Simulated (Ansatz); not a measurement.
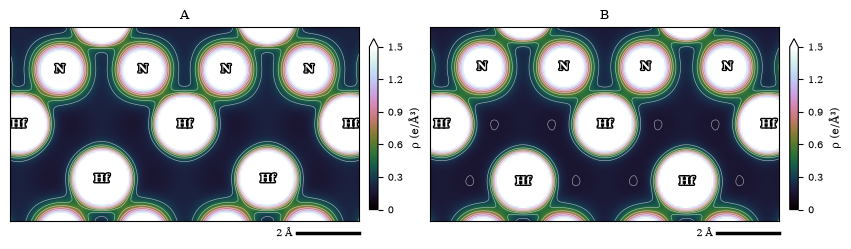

HfN. The valence charge density (pseudo) of two cells that differ in size and shape, on the (110) plane of each (indices in the axes of the calculation cell), at one length scale and on one colour scale: B has 11.6 Å³ an atom and A 10.8.

Space group P6₃/mmc; a structure from a database of computed crystals, not necessarily the ambient phase.

The calculation used Ansatz 0.2.0, DFT r2SCAN, scalar-relativistic, plane waves, PAW.

Q: What changes from the larger cell to the smaller?

A: From the larger cell to the smaller, Hf–Hf goes from 3.21 to 3.20 Å, and the density at its midpoint from 0.16 to 0.18 e/Å³; Hf–N goes from 2.26 to 2.21 Å, and the density at its midpoint from 0.51 to 0.58 e/Å³; the pressure goes from 0.3 to 25 GPa.
